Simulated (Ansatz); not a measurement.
Geometry relaxation of GePt (part 2 of 2)

The same run, continued: GePt (8 atoms in the cell); DFT PBE, scalar-relativistic, plane waves, PAW, no spin polarisation (Ansatz 0.2.0); cutoff 420 eV, 4×6×4 k-mesh, Gaussian smearing of 0.1 eV. The structure was made by swapping elements on the sites of another compound; it need not be a known phase. It belongs to a series of runs on one base structure; here: Ni -> Pt on all its sites, cell and atoms relaxed.

Geometry of the input (Å; fractional positions):
```
5.5722  0.0000  0.0000
0.0000  3.5941  0.0000
0.0000  0.0000  6.0362
Pt 0.9943  0.7500  0.1902
Pt 0.0057  0.2500  0.8098
Pt 0.5057  0.2500  0.6902
Pt 0.4943  0.7500  0.3098
Ge 0.8103  0.7500  0.5874
Ge 0.1897  0.2500  0.4126
Ge 0.6897  0.2500  0.0874
Ge 0.3103  0.7500  0.9126
```

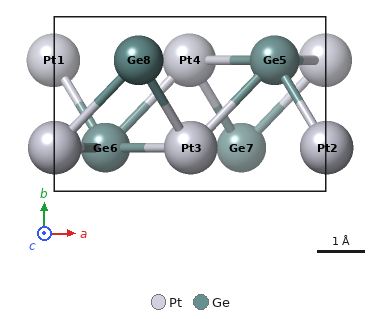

The geometry at step 3 of the log (ball-and-stick view of the cell of the calculation, along the c axis; atoms are numbered from 1 in the order of the input).

The program's output, continued
```
relax step   5: F+E_penalty+E_count = -67275.74282824 eV  Δ(F+E_penalty+E_count) = -1.184e-3 eV  max|allowed force component| = 1.713e-2 eV/Å  Δτ_max = 0.0057 Å  P = -0.014 GPa  Ω = 134.878 Å³  energy of the carried Pulay correction = -6.310e-3 eV  (6 SCF iters, dr2 threshold 1.82e-7 eV, accepted)
Basis set: ecut = 420 eV, 2627 PW (Γ), exchange–correlation on 80×54×90 points (8 copies of the dense FFT grid, shifted against one another)
Initial wavefunctions: pseudopotential atomic-orbital guess (no wavefunctions were taken with the density)
iter 1 solved again at ethr=1.70e-7 eV; its pass at ethr=3.10e-3 eV (dr2=2.17e-4 eV) is discarded
SCF iter   1: F=—  HF=-67275.720599 eV  |F-HF|=—  |Δ(HF+E_count)|=         —  Δρ=2.05e-3  dr2=1.40e-4  ethr=1.70e-7  ⟨swp⟩=3.0  Hψ=15539  notcnv=0
preconditioner: auto → Kerker (q_TF=auto, 2.705 Å⁻¹)  [metal: Δε(μ)=0.024 eV  Ē_g=17.131 eV  σ=0.100 eV  W_gap=0.14  n_scr=42 (ndim 8)  ℏωp=31.3 eV  f_vac=0.003  D(μ)=3.06/eV (n_scr^D=18)]
SCF iter   2: F=—  HF=-67275.741584 eV  |F-HF|=—  |Δ(HF+E_count)|=   2.10e-2  Δρ=1.04e-3  dr2=3.38e-5  ethr=1.09e-7  ⟨swp⟩=2.0  Hψ=3765  notcnv=0
SCF iter   3: F=—  HF=-67275.748664 eV  |F-HF|=—  |Δ(HF+E_count)|=   7.08e-3  Δρ=5.42e-5  dr2=3.02e-7  ethr=2.64e-8  ⟨swp⟩=2.0  Hψ=3736  notcnv=0
SCF iter   4: F=—  HF=-67275.748679 eV  |F-HF|=—  |Δ(HF+E_count)|=   1.47e-5  Δρ=6.04e-6  dr2=6.26e-8  ethr=2.36e-10  ⟨swp⟩=2.4  Hψ=4664  notcnv=0
SCF iter   5: F=—  HF=-67275.748679 eV  |F-HF|=—  |Δ(HF+E_count)|=   5.93e-8  Δρ=3.18e-6  dr2=2.11e-8  ethr=4.89e-11  ⟨swp⟩=2.0  Hψ=3849  notcnv=0
SCF iter   6: F=—  HF=-67275.748679 eV  |F-HF|=—  |Δ(HF+E_count)|=   1.59e-9  Δρ=1.92e-6  dr2=8.75e-9  ethr=6.25e-12  ⟨swp⟩=3.5  Hψ=7453  notcnv=0
SCF iter   7: F=-67275.748679 eV  HF=-67275.748679 eV  |F-HF|=0.00e0  |Δ(HF+E_count)|=   2.23e-9  Δρ=2.92e-7  dr2=9.01e-11  ethr=6.25e-12  ⟨swp⟩=4.0  Hψ=7717  notcnv=0
SCF 6 converged in 7 iterations: F = -67275.748679 eV  dr2 = 9.01e-11
relax step   6: F+E_penalty+E_count = -67275.74867859 eV  Δ(F+E_penalty+E_count) = -5.850e-3 eV  max|allowed force component| = 1.728e-2 eV/Å  Δτ_max = 0.0000 Å  P = -0.003 GPa  Ω = 134.878 Å³  stress off target by 2.77e-2 GPa  SCF on the basis re-selected at this cell (its energy is not comparable with the rows above)  (7 SCF iters)
basis re-selected at this cell: Δ(F+E_penalty+E_count) = -5.850e-3 eV, ΔP = +0.011 GPa vs the last step (what re-selecting the basis moved, of the pressure what is left beyond the Pulay correction that the steps carried, after the strain that the cell walked since its last selection, with what the two solves' SCF thresholds leave and, on support functions, any second-order correction that the steps lacked; it is no measure of the basis error at this ecutwfc). The dense FFT grid was sized anew with the basis: this SCF ran on 40×27×45 points, the steps before it on 40×25×45, so part of this shift can come from that change (see relax.cell in the input reference). This SCF's stress stands 2.77e-2 GPa from its target on what of the cell is left free (relax.cell.stress_tol is 5.00e-1 GPa) and its largest allowed force component is 1.73e-2 eV/Å (relax.f_tol is 5.00e-2 eV/Å): within both
SCF converged after 7 iterations
Free energy (F): -67275.748679 eV
Harris-Foulkes:  -67275.748679 eV  (|F-HF|=0.00e0)
Internal energy: -67275.733411 eV  (E = F + TS)
E sigma→0 (E₀):  -67275.741045 eV
Entropy (-TS):   -0.015267 eV (-1.908 meV/atom)
Fermi energy:    16.929395 eV
--- Per-component energies (eV) ---
  E_band       = -1168.145604
  E_kinetic    = 2999.861582
  E_local      = -15380.208757  (includes V_loc(G=0)·N_el)
  E_nonlocal   = 2471.962083
  E_hartree    = 6310.463481
  E_xc         = -1351.684530
  E_vxc        = -1473.100093  (∫ρ·V_xc dr)
  E_paw        = -45897.001752  (= ΣΔE_a)
  E_vpaw       = -2407.590460  (= ΣTr[D̂ρ^β])
  E_aug_tail   = 0.002090  (compensation charges beyond the density's cutoff)
  E_ewald      = -16429.127608
  E_smearing   = -0.015267  (= −TS)
  E_closure    = 0.000000  (closes the sum)
  Σ components = -67275.748679   (vs F -67275.748679, Δ=0.00e0)
--- Forces (eV/Å), atoms counted from 1 ---
  atom   1  Pt    -0.00779834     0.00000000     0.01727877
  atom   2  Pt     0.00779834    -0.00000000    -0.01727877
  atom   3  Pt     0.00779834     0.00000000     0.01727877
  atom   4  Pt    -0.00779834    -0.00000000    -0.01727877
  atom   5  Ge     0.00858873     0.00000000     0.00790909
  atom   6  Ge    -0.00858873    -0.00000000    -0.00790909
  atom   7  Ge    -0.00858873    -0.00000000     0.00790909
  atom   8  Ge     0.00858873     0.00000000    -0.00790909
  max |Σ_I F_I| component: 6.94e-18 eV/Å
--- Stress (GPa, compression-positive) ---
        0.027693      -0.000000      -0.000000
       -0.000000      -0.025529       0.000000
       -0.000000       0.000000      -0.009790
  P = ⅓ Tr σ = -0.0025 GPa (-0.025 kbar)
--- Band table (eV; the first three rows and the last of 36) ---
  k-point 0: bands = ["-81.9998", "-81.9968", "-81.9964", "-81.9934", "-36.3208", "-36.3068", "-36.3047", "-36.2695", "-36.2551", "-36.2392", "-36.2363", "-36.2299", "-36.2078", "-36.1984", "-36.1866", "-36.1841", "-8.1705", "-8.1635", "-8.1629", "-8.1603", "-8.1492", "-8.1391", "-8.1274", "-8.1237", "-8.1197", "-8.1189", "-8.1184", "-8.1131", "-8.1045", "-8.1034", "-8.1009", "-8.1001", "-8.0993", "-8.0983", "-8.0965", "-8.0960", "4.2431", "7.1602", "7.2812", "8.3281", "9.8390", "9.8497", "11.2452", "11.4212", "11.5548", "11.6785", "11.8536", "12.2331", "12.4229", "12.4362", "12.8812", "13.1686", "13.1868", "13.8016", "13.8617", "13.9673", "14.0803", "14.1103", "14.2701", "14.3887", "14.5785", "15.5716", "15.6515", "16.0289", "17.5686", "17.7204", "19.9555", "20.1577", "20.2835", "20.6413", "21.7457", "21.9482", "21.9943", "22.3771", "23.0208", "23.0821", "24.2441"]
  k-point 1: bands = ["-81.9996", "-81.9979", "-81.9954", "-81.9937", "-36.3196", "-36.3120", "-36.2973", "-36.2760", "-36.2501", "-36.2381", "-36.2380", "-36.2316", "-36.2061", "-36.1996", "-36.1863", "-36.1845", "-8.1693", "-8.1643", "-8.1623", "-8.1604", "-8.1476", "-8.1404", "-8.1260", "-8.1227", "-8.1200", "-8.1196", "-8.1192", "-8.1147", "-8.1063", "-8.1036", "-8.1008", "-8.0998", "-8.0981", "-8.0980", "-8.0977", "-8.0952", "4.5030", "6.2997", "7.6939", "8.2283", "9.5258", "11.0114", "11.1088", "11.5477", "11.6308", "11.7445", "11.7918", "11.8817", "12.3914", "12.5495", "12.7358", "12.8323", "13.0974", "13.6412", "13.7045", "13.7485", "13.8045", "14.0150", "14.3381", "14.4476", "15.1097", "15.2909", "16.1483", "16.5843", "17.9968", "18.0006", "19.3137", "19.3809", "20.5199", "20.7198", "21.1661", "22.2882", "22.5021", "22.7786", "23.3533", "23.7376", "23.8560"]
  k-point 2: bands = ["-81.9989", "-81.9989", "-81.9944", "-81.9944", "-36.3165", "-36.3165", "-36.2869", "-36.2869", "-36.2431", "-36.2431", "-36.2350", "-36.2350", "-36.2026", "-36.2026", "-36.1855", "-36.1855", "-8.1666", "-8.1666", "-8.1610", "-8.1610", "-8.1439", "-8.1439", "-8.1228", "-8.1228", "-8.1207", "-8.1207", "-8.1180", "-8.1180", "-8.1062", "-8.1062", "-8.0993", "-8.0993", "-8.0986", "-8.0986", "-8.0959", "-8.0959", "5.2442", "5.2442", "7.9921", "7.9921", "10.2060", "10.2060", "11.5444", "11.5444", "11.7223", "11.7223", "11.8735", "11.8735", "12.5871", "12.5871", "12.6377", "12.6377", "13.3391", "13.3391", "13.3635", "13.3635", "14.1947", "14.1947", "14.2004", "14.2004", "15.1737", "15.1737", "16.9214", "16.9214", "18.0636", "18.0636", "18.7435", "18.7435", "21.0163", "21.0163", "22.0893", "22.0893", "22.8031", "22.8031", "23.6393", "23.6393", "24.5320"]
  k-point 35: bands = ["-81.9966", "-81.9966", "-81.9966", "-81.9966", "-36.2965", "-36.2965", "-36.2965", "-36.2965", "-36.2346", "-36.2346", "-36.2346", "-36.2346", "-36.2093", "-36.2093", "-36.2093", "-36.2093", "-8.1588", "-8.1588", "-8.1588", "-8.1588", "-8.1405", "-8.1405", "-8.1405", "-8.1405", "-8.1132", "-8.1132", "-8.1132", "-8.1132", "-8.1044", "-8.1044", "-8.1044", "-8.1044", "-8.0918", "-8.0918", "-8.0918", "-8.0918", "7.2982", "7.2982", "7.2982", "7.2982", "10.3158", "10.3158", "10.3158", "10.3158", "12.0346", "12.0346", "12.0346", "12.0346", "12.6730", "12.6730", "12.6730", "12.6730", "13.6345", "13.6345", "13.6345", "13.6345", "14.1115", "14.1115", "14.1115", "14.1115", "14.5867", "14.5867", "14.5867", "14.5867", "19.3200", "19.3200", "19.3200", "19.3200", "19.9561", "19.9561", "19.9561", "19.9561", "21.6345", "21.6345", "21.6345", "21.6345", "24.5419"]
--- Relaxed structure (5 steps of the walk, 5 accepted, 1 SCFs on fresh bases) ---
  F+E_penalty+E_count = -67275.74867859 eV   max|allowed force component| = 1.728e-2 eV/Å   (the final SCF, on the basis selected at the relaxed cell)
  cell:  # Å, volume = 134.8784 Å³
    - [5.8310810329920635, 0.0, 0.0]
    - [0.0, 3.7443642496573366, 0.0]
    - [0.0, 0.0, 6.177534060597628]
  atoms:
    - { symbol: Pt, position: [1.0020679298996715, 0.7500000000000001, 0.1920594364162721] }
    - { symbol: Pt, position: [-0.002067929899671503, 0.25000000000000006, 0.8079405635837282] }
    - { symbol: Pt, position: [0.4979320701003285, 0.25000000000000006, 0.6920594364162722] }
    - { symbol: Pt, position: [0.5020679298996714, 0.7500000000000001, 0.307940563583728] }
    - { symbol: Ge, position: [0.8143508439361152, 0.7500000000000001, 0.5874067079244726] }
    - { symbol: Ge, position: [0.1856491560638847, 0.25000000000000006, 0.4125932920755277] }
    - { symbol: Ge, position: [0.6856491560638848, 0.25000000000000006, 0.08740670792447244] }
    - { symbol: Ge, position: [0.3143508439361153, 0.7500000000000001, 0.9125932920755279] }
```

Trajectory as extended XYZ (Å, eV, eV/Å), 6 frames, from step=1 to step=6
```
8
Lattice="5.5722 0.0000 0.0000 0.0000 3.5941 0.0000 0.0000 0.0000 6.0362" Properties=species:S:1:pos:R:3:forces:R:3 step=1 energy=-67274.82230 pressure_GPa=22.84
Pt    5.5403    2.6956    1.1480   -0.0290   0.0000   0.1685
Pt    0.0319    0.8985    4.8882    0.0290   0.0000  -0.1685
Pt    2.8179    0.8985    4.1661    0.0290   0.0000   0.1685
Pt    2.7542    2.6956    1.8701   -0.0290   0.0000  -0.1685
Ge    4.5153    2.6956    3.5459    0.6692   0.0000  -0.0312
Ge    1.0569    0.8985    2.4903   -0.6692   0.0000   0.0312
Ge    3.8430    0.8985    0.5278   -0.6692   0.0000  -0.0312
Ge    1.7292    2.6956    5.5084    0.6692   0.0000   0.0312
8
Lattice="5.8436 0.0000 0.0000 0.0000 3.7470 0.0000 0.0000 0.0000 6.2689" Properties=species:S:1:pos:R:3:forces:R:3 step=2 energy=-67275.70712 pressure_GPa=-2.56
Pt    5.8297    2.8103    1.2124    0.1102   0.0000   0.0919
Pt    0.0138    0.9368    5.0565   -0.1102   0.0000  -0.0919
Pt    2.9356    0.9368    4.3469   -0.1102   0.0000   0.0919
Pt    2.9079    2.8103    1.9220    0.1102   0.0000  -0.0919
Ge    4.7310    2.8103    3.6771    0.1055   0.0000  -0.0074
Ge    1.1125    0.9368    2.5918   -0.1055   0.0000   0.0074
Ge    4.0343    0.9368    0.5426   -0.1055   0.0000  -0.0074
Ge    1.8093    2.8103    5.7263    0.1055   0.0000   0.0074
8
Lattice="5.8254 0.0000 0.0000 0.0000 3.7424 0.0000 0.0000 0.0000 6.2100" Properties=species:S:1:pos:R:3:forces:R:3 step=3 energy=-67275.73202 pressure_GPa=-0.66
Pt    5.8107    2.8068    1.1954    0.0896   0.0000   0.0874
Pt    0.0147    0.9356    5.0146   -0.0896   0.0000  -0.0874
Pt    2.9274    0.9356    4.3004   -0.0896   0.0000   0.0874
Pt    2.8980    2.8068    1.9096    0.0896   0.0000  -0.0874
Ge    4.7248    2.8068    3.6474    0.1102   0.0000  -0.0066
Ge    1.1006    0.9356    2.5626   -0.1102   0.0000   0.0066
Ge    4.0133    0.9356    0.5424   -0.1102   0.0000  -0.0066
Ge    1.8121    2.8068    5.6677    0.1102   0.0000   0.0066
8
Lattice="5.8151 0.0000 0.0000 0.0000 3.7485 0.0000 0.0000 0.0000 6.1924" Properties=species:S:1:pos:R:3:forces:R:3 step=4 energy=-67275.74164 pressure_GPa=-0.10
Pt    5.8262    2.8114    1.1951   -0.0025   0.0000  -0.0539
Pt   -0.0111    0.9371    4.9973    0.0025   0.0000   0.0539
Pt    2.8965    0.9371    4.2913    0.0025   0.0000  -0.0539
Pt    2.9186    2.8114    1.9011   -0.0025   0.0000   0.0539
Ge    4.7377    2.8114    3.6374   -0.0343   0.0000  -0.0072
Ge    1.0774    0.9371    2.5549    0.0343   0.0000   0.0072
Ge    3.9849    0.9371    0.5412    0.0343   0.0000  -0.0072
Ge    1.8302    2.8114    5.6511   -0.0343   0.0000   0.0072
8
Lattice="5.8311 0.0000 0.0000 0.0000 3.7444 0.0000 0.0000 0.0000 6.1775" Properties=species:S:1:pos:R:3:forces:R:3 step=5 energy=-67275.74283 pressure_GPa=-0.01
Pt    5.8431    2.8083    1.1865   -0.0083   0.0000   0.0171
Pt   -0.0121    0.9361    4.9911    0.0083   0.0000  -0.0171
Pt    2.9035    0.9361    4.2752    0.0083   0.0000   0.0171
Pt    2.9276    2.8083    1.9023   -0.0083   0.0000  -0.0171
Ge    4.7485    2.8083    3.6287    0.0085   0.0000   0.0081
Ge    1.0825    0.9361    2.5488   -0.0085   0.0000  -0.0081
Ge    3.9981    0.9361    0.5400   -0.0085   0.0000   0.0081
Ge    1.8330    2.8083    5.6376    0.0085   0.0000  -0.0081
8
Lattice="5.8311 0.0000 0.0000 0.0000 3.7444 0.0000 0.0000 0.0000 6.1775" Properties=species:S:1:pos:R:3:forces:R:3 step=6 energy=-67275.74868 pressure_GPa=-0.00
Pt    5.8431    2.8083    1.1865   -0.0078   0.0000   0.0173
Pt   -0.0121    0.9361    4.9911    0.0078   0.0000  -0.0173
Pt    2.9035    0.9361    4.2752    0.0078   0.0000   0.0173
Pt    2.9276    2.8083    1.9023   -0.0078   0.0000  -0.0173
Ge    4.7485    2.8083    3.6287    0.0086   0.0000   0.0079
Ge    1.0825    0.9361    2.5488   -0.0086   0.0000  -0.0079
Ge    3.9981    0.9361    0.5400   -0.0086   0.0000   0.0079
Ge    1.8330    2.8083    5.6376    0.0086   0.0000  -0.0079
```

Key numbers

- outcome: converged
- space group (tolerance 0.01 Å): Pnma (62)
- electrons treated: 128
- free energy: −67275.7487 eV
- Fermi energy: 16.929 eV
- gap on the k-point mesh: none (metallic)
- pressure: 0.00 GPa
- final volume: 134.88 Å³
- largest force (length of the vector) at the end: 0.019 eV/Å
- final cell: a = 5.831 Å, b = 3.744 Å, c = 6.178 Å, α = 90.00°, β = 90.00°, γ = 90.00°
- hardware: 2 threads of Oxide Virtual Turin-like (Zen 5), 32 GiB of memory available, shared host
- wall time: 37 s (CPU time 70 s)
- peak memory: 0.69 GiB

Notes

Spin–orbit coupling is left out, which matters for Pt.
